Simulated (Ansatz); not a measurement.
## Sr₂₇Ti₂₇O₈₀ (charge +2): geometry relaxation (part 1 of 3)

- system: Sr₂₇Ti₂₇O₈₀ (defect cell, 134 atoms in the cell, total charge +2)
- method: DFT, PBEsol, PAW, plane waves (Ansatz 0.2.0)

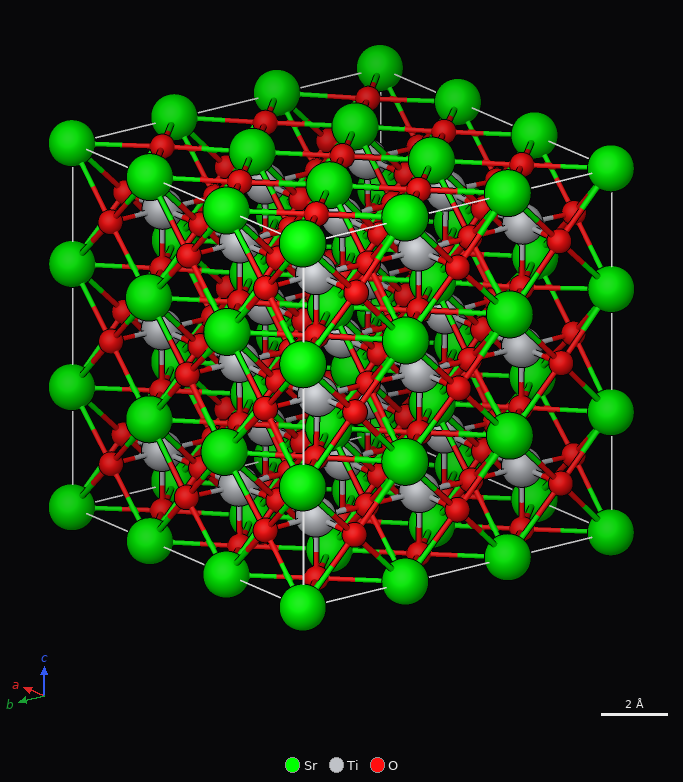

The starting structure (ball-and-stick view of the cell of the calculation, seen at an oblique angle).

Key numbers

| quantity | value |
| --- | --- |
| outcome | converged |
| electrons treated | 1072 |
| free energy | −206206.7185 eV |
| Fermi energy | 10.965 eV |
| largest force (length of the vector) at the end | 0.023 eV/Å |
| hardware | 1 × NVIDIA GB300 Max-Q, 32 threads of Arm Neoverse-V2, 180 GiB of memory available, shared host |
| wall time | 20 s (CPU time 42 s) |
| peak memory | 2.4 GiB |

Remarks

The k-point mesh is coarse for a cell of this size, so the results may not be converged.

The input
```yaml
crystal:
  lattice:
    - [11.674231, 0.000000, 0.000000]
    - [0.000000, 11.674231, 0.000000]
    - [0.000000, 0.000000, 11.674231]
  atoms:
    - { symbol: Sr, position: [0.001431, 0.001598, 0.000590] }
    - { symbol: Sr, position: [0.001562, 0.001434, 0.330412] }
    - { symbol: Sr, position: [0.003733, 0.998596, 0.667533] }
    - { symbol: Sr, position: [0.001708, 0.335795, 0.001206] }
    - { symbol: Sr, position: [0.998221, 0.331803, 0.335103] }
    - { symbol: Sr, position: [0.998576, 0.331706, 0.668095] }
    - { symbol: Sr, position: [0.001014, 0.669295, 0.003373] }
    - { symbol: Sr, position: [0.001699, 0.668900, 0.331872] }
    - { symbol: Sr, position: [0.000468, 0.667834, 0.665542] }
    - { symbol: Sr, position: [0.334259, 0.999916, 0.999081] }
    - { symbol: Sr, position: [0.338357, 0.002866, 0.335443] }
    - { symbol: Sr, position: [0.332310, 0.998662, 0.665799] }
    - { symbol: Sr, position: [0.332911, 0.334057, 0.999168] }
    - { symbol: Sr, position: [0.330621, 0.334189, 0.332934] }
    - { symbol: Sr, position: [0.331861, 0.331482, 0.666052] }
    - { symbol: Sr, position: [0.332780, 0.666500, 0.000151] }
    - { symbol: Sr, position: [0.334259, 0.667289, 0.333809] }
    - { symbol: Sr, position: [0.333660, 0.661310, 0.664763] }
    - { symbol: Sr, position: [0.665700, 0.999881, 0.999490] }
    - { symbol: Sr, position: [0.665529, 0.001979, 0.334753] }
    - { symbol: Sr, position: [0.666625, 0.002204, 0.668797] }
    - { symbol: Sr, position: [0.664500, 0.334103, 0.001895] }
    - { symbol: Sr, position: [0.667534, 0.335340, 0.335392] }
    - { symbol: Sr, position: [0.668352, 0.331399, 0.666002] }
    - { symbol: Sr, position: [0.667632, 0.665634, 0.999452] }
    - { symbol: Sr, position: [0.664565, 0.663601, 0.334220] }
    - { symbol: Sr, position: [0.667401, 0.664253, 0.664008] }
    - { symbol: Ti, position: [0.167016, 0.166495, 0.168823] }
    - { symbol: Ti, position: [0.167479, 0.165944, 0.497449] }
    - { symbol: Ti, position: [0.167336, 0.163241, 0.835812] }
    - { symbol: Ti, position: [0.165468, 0.500117, 0.168964] }
    - { symbol: Ti, position: [0.167827, 0.497456, 0.497482] }
    - { symbol: Ti, position: [0.170403, 0.499653, 0.830956] }
    - { symbol: Ti, position: [0.169474, 0.833339, 0.169543] }
    - { symbol: Ti, position: [0.164604, 0.830471, 0.501259] }
    - { symbol: Ti, position: [0.170587, 0.831488, 0.834303] }
    - { symbol: Ti, position: [0.499386, 0.168639, 0.171526] }
    - { symbol: Ti, position: [0.499107, 0.166662, 0.498861] }
    - { symbol: Ti, position: [0.498702, 0.163805, 0.835430] }
    - { symbol: Ti, position: [0.496719, 0.501034, 0.166379] }
    - { symbol: Ti, position: [0.501585, 0.499779, 0.500950] }
    - { symbol: Ti, position: [0.498767, 0.502260, 0.833144] }
    - { symbol: Ti, position: [0.499805, 0.835902, 0.163471] }
    - { symbol: Ti, position: [0.500379, 0.833819, 0.503091] }
    - { symbol: Ti, position: [0.500219, 0.831814, 0.830992] }
    - { symbol: Ti, position: [0.834931, 0.166152, 0.171678] }
    - { symbol: Ti, position: [0.832872, 0.163068, 0.501174] }
    - { symbol: Ti, position: [0.834710, 0.168806, 0.831299] }
    - { symbol: Ti, position: [0.832324, 0.499202, 0.167747] }
    - { symbol: Ti, position: [0.832306, 0.499731, 0.500322] }
    - { symbol: Ti, position: [0.833049, 0.501743, 0.832584] }
    - { symbol: Ti, position: [0.834367, 0.834242, 0.166575] }
    - { symbol: Ti, position: [0.835495, 0.834178, 0.500339] }
    - { symbol: Ti, position: [0.833599, 0.832673, 0.831661] }
    - { symbol: O, position: [0.165004, 0.167476, 0.999171] }
    - { symbol: O, position: [0.169554, 0.167489, 0.331259] }
    - { symbol: O, position: [0.165577, 0.167671, 0.662847] }
    - { symbol: O, position: [0.168200, 0.499806, 0.998643] }
    - { symbol: O, position: [0.169211, 0.497710, 0.331275] }
    - { symbol: O, position: [0.169717, 0.498311, 0.666964] }
    - { symbol: O, position: [0.167166, 0.832509, 0.000784] }
    - { symbol: O, position: [0.168502, 0.833856, 0.332509] }
    - { symbol: O, position: [0.166587, 0.833017, 0.667066] }
    - { symbol: O, position: [0.500503, 0.168947, 0.997845] }
    - { symbol: O, position: [0.501966, 0.167457, 0.333664] }
    - { symbol: O, position: [0.499355, 0.167114, 0.666561] }
    - { symbol: O, position: [0.499148, 0.499518, 0.000315] }
    - { symbol: O, position: [0.498940, 0.497429, 0.668889] }
    - { symbol: O, position: [0.497682, 0.833856, 0.998083] }
    - { symbol: O, position: [0.500323, 0.831720, 0.332899] }
    - { symbol: O, position: [0.501900, 0.831301, 0.666883] }
    - { symbol: O, position: [0.829548, 0.169088, 0.998379] }
    - { symbol: O, position: [0.833302, 0.168359, 0.334993] }
    - { symbol: O, position: [0.834143, 0.163984, 0.663644] }
    - { symbol: O, position: [0.832937, 0.499274, 0.999738] }
    - { symbol: O, position: [0.833239, 0.500613, 0.331963] }
    - { symbol: O, position: [0.832293, 0.499198, 0.667975] }
    - { symbol: O, position: [0.834007, 0.833156, 0.002763] }
    - { symbol: O, position: [0.833797, 0.835266, 0.332493] }
    - { symbol: O, position: [0.833478, 0.834905, 0.668517] }
    - { symbol: O, position: [0.001942, 0.163497, 0.167950] }
    - { symbol: O, position: [0.000288, 0.163274, 0.499183] }
    - { symbol: O, position: [0.000742, 0.169376, 0.834895] }
    - { symbol: O, position: [0.998250, 0.501716, 0.166547] }
    - { symbol: O, position: [0.997404, 0.498246, 0.499622] }
    - { symbol: O, position: [0.999802, 0.499585, 0.831397] }
    - { symbol: O, position: [0.002281, 0.832874, 0.165374] }
    - { symbol: O, position: [0.000193, 0.832622, 0.502910] }
    - { symbol: O, position: [0.996717, 0.831512, 0.831944] }
    - { symbol: O, position: [0.333864, 0.164354, 0.166117] }
    - { symbol: O, position: [0.335219, 0.166284, 0.499688] }
    - { symbol: O, position: [0.330485, 0.168505, 0.833903] }
    - { symbol: O, position: [0.336470, 0.500944, 0.166748] }
    - { symbol: O, position: [0.337400, 0.501276, 0.502152] }
    - { symbol: O, position: [0.332553, 0.502906, 0.831904] }
    - { symbol: O, position: [0.335611, 0.830414, 0.167881] }
    - { symbol: O, position: [0.333651, 0.833775, 0.495451] }
    - { symbol: O, position: [0.332510, 0.832699, 0.833671] }
    - { symbol: O, position: [0.666453, 0.165397, 0.169012] }
    - { symbol: O, position: [0.667871, 0.165648, 0.499852] }
    - { symbol: O, position: [0.668611, 0.164821, 0.833598] }
    - { symbol: O, position: [0.667591, 0.502959, 0.166039] }
    - { symbol: O, position: [0.665906, 0.499080, 0.501239] }
    - { symbol: O, position: [0.671380, 0.504480, 0.834328] }
    - { symbol: O, position: [0.666985, 0.833104, 0.165333] }
    - { symbol: O, position: [0.668689, 0.834063, 0.500548] }
    - { symbol: O, position: [0.668040, 0.832351, 0.834599] }
    - { symbol: O, position: [0.164671, 0.000013, 0.167070] }
    - { symbol: O, position: [0.166273, 0.999155, 0.500646] }
    - { symbol: O, position: [0.165667, 0.997854, 0.831984] }
    - { symbol: O, position: [0.163112, 0.333540, 0.167399] }
    - { symbol: O, position: [0.164777, 0.336822, 0.499134] }
    - { symbol: O, position: [0.166369, 0.334780, 0.834022] }
    - { symbol: O, position: [0.166267, 0.669417, 0.167473] }
    - { symbol: O, position: [0.166219, 0.666135, 0.501309] }
    - { symbol: O, position: [0.164225, 0.667265, 0.832246] }
    - { symbol: O, position: [0.503005, 0.002310, 0.165261] }
    - { symbol: O, position: [0.500546, 0.001607, 0.503232] }
    - { symbol: O, position: [0.495461, 0.000541, 0.830730] }
    - { symbol: O, position: [0.499624, 0.332301, 0.165517] }
    - { symbol: O, position: [0.500710, 0.333866, 0.499744] }
    - { symbol: O, position: [0.499475, 0.333863, 0.834873] }
    - { symbol: O, position: [0.502743, 0.667956, 0.167168] }
    - { symbol: O, position: [0.498786, 0.667499, 0.500617] }
    - { symbol: O, position: [0.502412, 0.665962, 0.834384] }
    - { symbol: O, position: [0.832008, 0.000987, 0.165438] }
    - { symbol: O, position: [0.833945, 0.999785, 0.501864] }
    - { symbol: O, position: [0.831696, 0.003326, 0.830799] }
    - { symbol: O, position: [0.835079, 0.330959, 0.167843] }
    - { symbol: O, position: [0.834709, 0.335622, 0.500640] }
    - { symbol: O, position: [0.832184, 0.332556, 0.832635] }
    - { symbol: O, position: [0.834517, 0.667094, 0.167524] }
    - { symbol: O, position: [0.834792, 0.668365, 0.499947] }
    - { symbol: O, position: [0.830371, 0.664824, 0.830322] }
  symmetry: { detect: false }
kpoints:
  mp_grid: { grid: [1, 1, 1], shift: [0.25, 0.25, 0.25] }
hamiltonian:
  xc: pbesol
total_charge: 2
scf:
  occupations: { method: fermi_dirac, width: 0.01 }
relax:
  f_tol: 0.03
  max_steps: 80
  escape_saddle: false
  adjacent_minimum: "off"
output:
  forces: true
  eigenvalues: true
  populations: true
  charged_corrections: { epsilon: 300 }
```

Launched with:
```bash
ansatz run in.yaml --threads 32 --pin off --max-ram 171000MiB --runs-dir r --events-out ev --progress --plain --backend cuda --devices 0,
```

Log
```
Pseudopotentials: kind: paw
Functional definition: PBEsol
  exchange = pbesol_x
  correlation = pbesol_c
Crystal: 134 atoms, lattice volume = 1591.054 Å³
Basis set: ecut = 420 eV, 31103 PW (Γ), exchange–correlation on 160×160×160 points (8 copies of the dense FFT grid, shifted against one another)
Bands: 670, of which v1, the nominal top of the filled ones, is band 536 counted from 1 (535 counted from 0)
Symmetry: 1 space group operations
k-points: 1
Non-local potential: Sr, projectors of the file, l = 0: 3, l = 1: 2, l = 2: 2
Non-local potential: Ti, projectors of the file, l = 0: 3, l = 1: 2, l = 2: 3, l = 3: 1
Non-local potential: O, projectors of the file, l = 0: 2, l = 1: 2, l = 2: 1
PAW form: soft (Blöchl's): semilocal exchange-correlation on the pseudo side does not see the compensation charge
PAW frozen core: Sr, regenerated for the run's functional, and the local potential with it (the file was generated under x = pbe(κ = 0.804, μ = 0.2195149727645171), c = pbe(β = 0.06672455060314922))
PAW frozen core: Ti, regenerated for the run's functional, and the local potential with it (the file was generated under x = pbe(κ = 0.804, μ = 0.2195149727645171), c = pbe(β = 0.06672455060314922))
PAW frozen core: O, regenerated for the run's functional, and the local potential with it (the file was generated under x = pbe(κ = 0.804, μ = 0.2195149727645171), c = pbe(β = 0.06672455060314922))
PAW one-centre angular grid: Sr, 110 points (default); XC on 64 Gauss nodes
PAW one-centre angular grid: Ti, 590 points (default); XC on 64 Gauss nodes
PAW one-centre angular grid: O, 110 points (default); XC on 64 Gauss nodes
Initial density: superposition of atomic densities (neutral atoms scaled as one to the charged cell's electrons: chi_scale 0, normalization atom), corrected by the library's trained network
Initial wavefunctions: pseudopotential atomic-orbital guess
Functional: x = pbesol(κ = 0.804, μ = 0.12345679012345678), c = pbesol(β = 0.046)
SCF iter   1: F=—  HF=-206204.243617 eV  |F-HF|=—  |Δ(HF+E_count)|=         —  Δρ=1.61e-2  dr2=6.23e0  ethr=1.77e-3  ⟨swp⟩=7.0  Hψ=2964  notcnv=0  defer=26
preconditioner: auto → Resta (q_TF=auto, 2.555 Å⁻¹)  ε∞=5.8  [insulator: Δε(μ)=1.429 eV  Ē_g=12.014 eV  σ=0.010 eV  W_gap=1.00  n_scr=460 (ndim 8)  ℏωp=26.4 eV  f_vac=0.000  D(μ)=0.00/eV (n_scr^D=0)  ε∞_Penn≈5.8]
SCF iter   2: F=—  HF=-206203.251085 eV  |F-HF|=—  |Δ(HF+E_count)|=   9.93e-1  Δρ=6.12e-3  dr2=1.76e0  ethr=5.81e-4  ⟨swp⟩=3.0  Hψ=776  notcnv=0  defer=130
SCF iter   3: F=—  HF=-206202.883425 eV  |F-HF|=—  |Δ(HF+E_count)|=   3.68e-1  Δρ=2.12e-3  dr2=1.97e-1  ethr=1.64e-4  ⟨swp⟩=4.0  Hψ=1060  notcnv=0  defer=130
SCF iter   4: F=—  HF=-206202.838916 eV  |F-HF|=—  |Δ(HF+E_count)|=   4.45e-2  Δρ=5.44e-4  dr2=6.43e-3  ethr=1.84e-5  ⟨swp⟩=4.0  Hψ=1297  notcnv=0  defer=127
SCF iter   5: F=—  HF=-206202.838815 eV  |F-HF|=—  |Δ(HF+E_count)|=   1.01e-4  Δρ=1.21e-4  dr2=3.53e-4  ethr=6.00e-7  ⟨swp⟩=2.0  Hψ=1059  notcnv=0  defer=127
SCF iter   6: F=-206202.838785 eV  HF=-206202.838796 eV  |F-HF|=1.03e-5  |Δ(HF+E_count)|=   1.95e-5  Δρ=3.75e-5  dr2=2.21e-5  ethr=2.10e-9  ⟨swp⟩=15.0  Hψ=4706  notcnv=0
SCF 1 converged in 6 iterations: F = -206202.838785 eV  dr2 = 2.21e-5
  greatest PAW one-centre occupation: 0.999 electrons in one spin orbital (limit 2), on the Ti atom at site 50 (counted from 0), in its partial waves of l = 0
relax step   1: F+E_penalty+E_count = -206202.83878548 eV  Δ(F+E_penalty+E_count) = +0.000e0 eV  max|allowed force component| = 5.034e0 eV/Å  Δτ_max = 0.0000 Å  (6 SCF iters, dr2 threshold 2.25e-5 eV, accepted)
Initial density: handed on by an earlier stage of this run
Initial wavefunctions: those handed on with the density
iter 1 solved again at ethr=1.71e-4 eV; its pass at ethr=3.10e-3 eV (dr2=1.83e0 eV) is discarded
SCF iter   1: F=—  HF=-206206.289587 eV  |F-HF|=—  |Δ(HF+E_count)|=         —  Δρ=8.06e-3  dr2=1.89e0  ethr=1.71e-4  ⟨swp⟩=1.0  Hψ=2161  notcnv=0  defer=125
preconditioner: auto → Resta (q_TF=auto, 2.555 Å⁻¹)  ε∞=5.7  [insulator: Δε(μ)=2.233 eV  Ē_g=12.184 eV  σ=0.010 eV  W_gap=1.00  n_scr=460 (ndim 8)  ℏωp=26.4 eV  f_vac=0.003  D(μ)=0.00/eV (n_scr^D=0)  ε∞_Penn≈5.7]
SCF iter   2: F=—  HF=-206205.929918 eV  |F-HF|=—  |Δ(HF+E_count)|=   3.60e-1  Δρ=3.91e-3  dr2=5.74e-1  ethr=1.71e-4  ⟨swp⟩=2.0  Hψ=873  notcnv=0  defer=125
SCF iter   3: F=—  HF=-206205.776873 eV  |F-HF|=—  |Δ(HF+E_count)|=   1.53e-1  Δρ=8.06e-4  dr2=2.26e-2  ethr=5.36e-5  ⟨swp⟩=7.0  Hψ=1865  notcnv=0  defer=124
SCF iter   4: F=—  HF=-206205.773019 eV  |F-HF|=—  |Δ(HF+E_count)|=   3.85e-3  Δρ=3.52e-4  dr2=2.21e-3  ethr=2.11e-6  ⟨swp⟩=3.0  Hψ=1004  notcnv=0  defer=124
SCF iter   5: F=—  HF=-206205.772773 eV  |F-HF|=—  |Δ(HF+E_count)|=   2.46e-4  Δρ=9.11e-5  dr2=2.09e-4  ethr=2.06e-7  ⟨swp⟩=2.0  Hψ=1037  notcnv=0  defer=124
SCF iter   6: F=-206205.772766 eV  HF=-206205.772775 eV  |F-HF|=9.07e-6  |Δ(HF+E_count)|=   1.88e-6  Δρ=4.29e-5  dr2=2.45e-5  ethr=9.33e-9  ⟨swp⟩=11.0  Hψ=3481  notcnv=0
SCF 2 converged in 6 iterations: F = -206205.772766 eV  dr2 = 2.45e-5
relax step   2: F+E_penalty+E_count = -206205.77276553 eV  Δ(F+E_penalty+E_count) = -2.934e0 eV  max|allowed force component| = 2.278e0 eV/Å  Δτ_max = 0.1953 Å  (6 SCF iters, dr2 threshold 1.00e-4 eV, accepted)
iter 1 solved again at ethr=7.38e-5 eV; its pass at ethr=3.10e-3 eV (dr2=7.91e-1 eV) is discarded
SCF iter   1: F=—  HF=-206206.718050 eV  |F-HF|=—  |Δ(HF+E_count)|=         —  Δρ=6.95e-3  dr2=7.89e-1  ethr=7.38e-5  ⟨swp⟩=2.0  Hψ=2126  notcnv=0  defer=125
preconditioner: auto → Resta (q_TF=auto, 2.555 Å⁻¹)  ε∞=5.7  [insulator: Δε(μ)=2.217 eV  Ē_g=12.162 eV  σ=0.010 eV  W_gap=1.00  n_scr=460 (ndim 8)  ℏωp=26.4 eV  f_vac=0.002  D(μ)=0.00/eV (n_scr^D=0)  ε∞_Penn≈5.7]
SCF iter   2: F=—  HF=-206206.629135 eV  |F-HF|=—  |Δ(HF+E_count)|=   8.89e-2  Δρ=3.81e-3  dr2=2.80e-1  ethr=7.36e-5  ⟨swp⟩=2.0  Hψ=790  notcnv=0  defer=125
relax step   3: F+E_penalty+E_count = -206206.57982622 eV  Δ(F+E_penalty+E_count) = -8.071e-1 eV  max|allowed force component| = 5.012e-1 eV/Å  Δτ_max = 0.2000 Å  (6 SCF iters, dr2 threshold 1.00e-4 eV, accepted)
preconditioner: auto → Resta (q_TF=auto, 2.555 Å⁻¹)  ε∞=5.7  [insulator: Δε(μ)=2.228 eV  Ē_g=12.157 eV  σ=0.010 eV  W_gap=1.00  n_scr=460 (ndim 8)  ℏωp=26.4 eV  f_vac=0.002  D(μ)=0.00/eV (n_scr^D=0)  ε∞_Penn≈5.7]
relax step   4: F+E_penalty+E_count = -206206.66764957 eV  Δ(F+E_penalty+E_count) = -8.782e-2 eV  max|allowed force component| = 2.483e-1 eV/Å  Δτ_max = 0.0308 Å  (6 SCF iters, dr2 threshold 1.57e-5 eV, accepted)
preconditioner: auto → Resta (q_TF=auto, 2.555 Å⁻¹)  ε∞=5.7  [insulator: Δε(μ)=2.225 eV  Ē_g=12.156 eV  σ=0.010 eV  W_gap=1.00  n_scr=460 (ndim 8)  ℏωp=26.4 eV  f_vac=0.002  D(μ)=0.00/eV (n_scr^D=0)  ε∞_Penn≈5.7]
relax step   5: F+E_penalty+E_count = -206206.71347718 eV  Δ(F+E_penalty+E_count) = -4.583e-2 eV  max|allowed force component| = 4.365e-2 eV/Å  Δτ_max = 0.0451 Å  (6 SCF iters, dr2 threshold 3.85e-6 eV, accepted)
preconditioner: auto → Resta (q_TF=auto, 2.555 Å⁻¹)  ε∞=5.7  [insulator: Δε(μ)=2.249 eV  Ē_g=12.153 eV  σ=0.010 eV  W_gap=1.00  n_scr=460 (ndim 8)  ℏωp=26.4 eV  f_vac=0.002  D(μ)=0.00/eV (n_scr^D=0)  ε∞_Penn≈5.7]
relax step   6: F+E_penalty+E_count = -206206.71806531 eV  Δ(F+E_penalty+E_count) = -4.588e-3 eV  max|allowed force component| = 1.602e-2 eV/Å  Δτ_max = 0.0254 Å  (7 SCF iters, accepted)
```
